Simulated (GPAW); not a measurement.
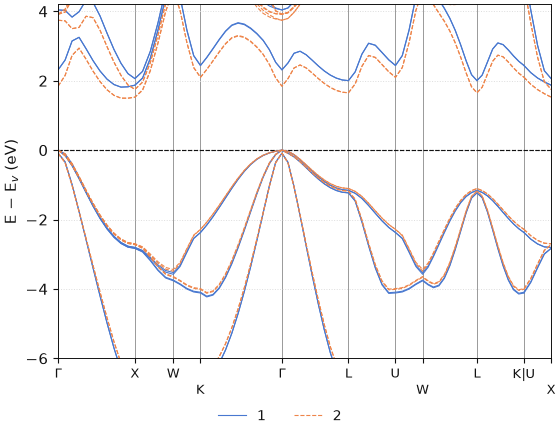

Band structures of zincblende GaP, space group F-43m (No. 216), 2 atoms in the primitive cell (cubic a = 5.451 Å), by two methods on the same cell. Each is counted from its own valence-band top.

Which curve is which? The methods: r4SCAN+SOC, C09-vdW+SOC.

Answer. 1 is r4SCAN+SOC; 2 is C09-vdW+SOC. r4SCAN+SOC gives a gap of 1.82 eV along the path and C09-vdW+SOC gives a gap of 1.50 eV along the path.

Settings. r4SCAN+SOC: GPAW PAW data sets (gpaw-data 1.2.1), spin-orbit coupling, no magnetisation, 8×8×8 k mesh, 600 eV cutoff, Fermi-Dirac smearing of 0.05 eV (GPAW 26.7.0). C09-vdW+SOC: GPAW PAW data sets (gpaw-data 1.2.1), spin-orbit coupling, no magnetisation, 8×8×8 k mesh, 600 eV cutoff, Fermi-Dirac smearing of 0.05 eV (GPAW 26.7.0).

Spin-orbit coupling was added after a scalar SCF, so levels and gaps hold it while energy, forces, pressure and moments don't. This program's spin-orbit splittings come out too wide for heavy elements. The PAW data sets were made with another functional. Measured GaP has its conduction bottom near X; the order of its valleys hangs on the functional and the volume. LDA, GGA and most meta-GGA functionals understate gaps. The potentials hold the d shell of Ga in the core, which widens gaps.
